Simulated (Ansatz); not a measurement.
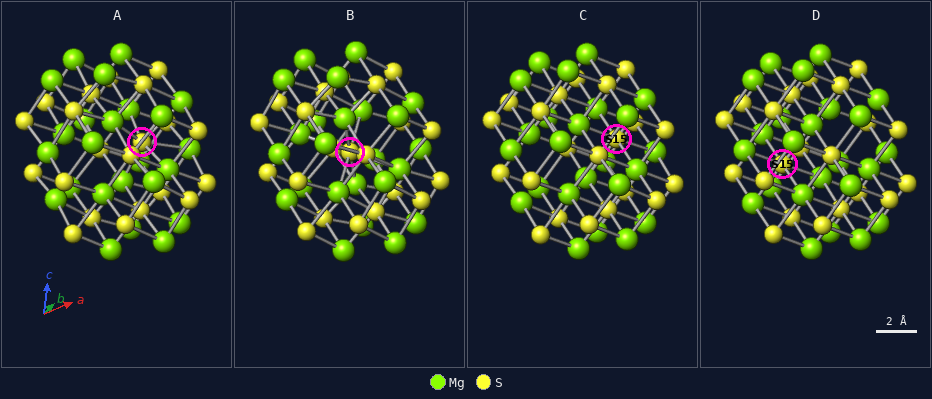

4 geometries from a converged minimum-energy path of a defect cell of composition Mg8S7 with an S vacancy (15 atoms in the cell), shuffled. Style: ball-and-stick. Shown: the atoms within 6.1 Å of the middle of the path, slightly off an axis. The moving atom is ringed, with any periodic copies. Bonds to atoms that aren't drawn are left out.

All numbers below come from Ansatz 0.2.0, DFT, PAW plane waves, PBE. Run with plane-wave cutoff 420 eV; k-point mesh 2 × 2 × 2; Fermi-Dirac smearing 0.1 eV; 5 movable images; climbing image; force threshold 0.1 eV/Å; iteration limit 40.

Which frame is the top of the path?

B. In order along the path, whose images run from 0 to 6: C (image 0, 0.00 eV), A (image 1, +0.18 eV), B (image 3, +2.09 eV), D (image 6, 0.00 eV). It is a vacancy jump: a nearby atom moves into the empty site and leaves its own site empty. An S atom travels furthest, 3.71 Å from end to end, along −a, on a straight line. At the highest image its nearest neighbour (Mg) is 2.27 Å away, against 2.61 Å at the start, and the surrounding atoms stand up to 0.47 Å off the mean of their end positions.

Limits of the set-up: the k-point mesh is coarse for a cell with partly filled bands; the periodic images lie only 7.4 Å apart, so the values are limited by the cell's size.

The run took 84 s on 4 threads of Intel(R) Xeon(R) Platinum 8259CL CPU @ 2.50GHz (Skylake/Cascade Lake) (shared host), peak memory 1.3 GiB.
